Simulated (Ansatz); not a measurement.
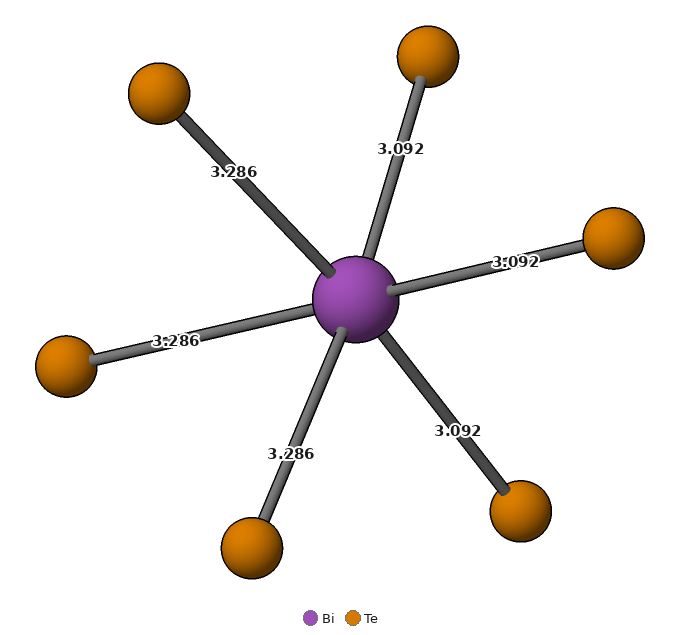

The surroundings of site Bi1 (at 0.667, 0.333, 0.936) in Bi2Te3 in space group R-3m, with bond lengths in Å.

Source of the atomic positions: the geometry relaxed with Ansatz, DFT PBE, scalar-relativistic, plane waves, PAW.

```
CELL_PARAMETERS angstrom
4.44529 0.00000 0.00000
-2.22264 3.84973 0.00000
0.00000 0.00000 31.99487
ATOMIC_POSITIONS crystal
Bi 0.66667 0.33333 0.93586
Bi 0.66667 0.33333 0.73081
Te 0.00000 0.00000 0.78468
Te 0.00000 0.00000 0.00000
Te 0.33333 0.66667 0.88199
Bi 0.33333 0.66667 0.26919
Bi 0.33333 0.66667 0.06414
Te 0.66667 0.33333 0.11801
Te 0.66667 0.33333 0.33333
Te 0.00000 0.00000 0.21532
Bi 0.00000 0.00000 0.60252
Bi 0.00000 0.00000 0.39748
Te 0.33333 0.66667 0.45135
Te 0.33333 0.66667 0.66667
Te 0.66667 0.33333 0.54865
```

Bond valence s = exp((R0 − d)/b), R0 fitted to published crystal structures with b = 0.37 Å; R0 in Å: Bi3+–Te 2.884.

Calculate the bond-valence sum of Bi1 from the bonds drawn.

3 × 0.570 + 3 × 0.337 = 2.72 v.u., against a formal valence of 3: underbonded (bonds long for this ion) by 0.28.

And over the whole structure?

```csv
site,"x, y, z",formal valence,bond-valence sum,difference
Bi1,"0.667, 0.333, 0.936",+3,2.72,-0.28
Te1,"0.000, 0.000, 0.785",−2,1.71,-0.29
Te2,"0.000, 0.000, 0.000",−2,2.02,0.02
```

These sums include all anions within 5 Å. The global instability index (root mean square of the differences over all atoms) is 0.25 v.u.: above 0.2, which by the usual rule of thumb marks a strained structure. Cells relaxed with PBE tend to have slightly long bonds, which lowers the sums.
